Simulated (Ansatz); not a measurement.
Co, as given below.

```
CELL_PARAMETERS angstrom
2.43240 0.00000 0.00000
0.00000 7.44428 0.00000
0.00000 0.00000 2.44756
ATOMIC_POSITIONS crystal
Co 0.00000 0.36366 0.75000
Co 0.50000 0.13634 0.25000
Co 0.50000 0.86366 0.75000
Co 0.00000 0.63634 0.25000
```

Structure used: the input geometry of an electronic-structure calculation (not necessarily at equilibrium); the starting structure was generated, so it need not be a known form of this composition.

Q: Where will the first 4 clear peaks of its neutron PDF lie (peak width σ = 0.08 Å), and from which pairs do they come?

A: 1. 2.42 Å: Co–Co at 2.37–2.45 Å
2. 3.42 Å: Co–Co at 3.40–3.45 Å
3. 3.92 Å: Co–Co at 3.92 Å
4. 4.21 Å: Co–Co at 4.20–4.22 Å

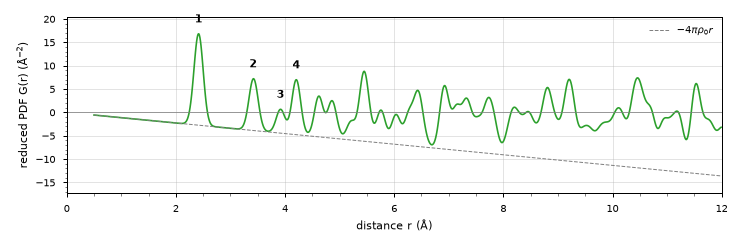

Simulated neutron pair distribution function, G(r) = R(r)/r − 4πρ₀r, summed over the atomic distances of the structure with each pair weighted by the product of the tabulated coherent neutron scattering lengths (natural isotope mix where the element has one); every distance is a Gaussian of σ = 0.08 Å.
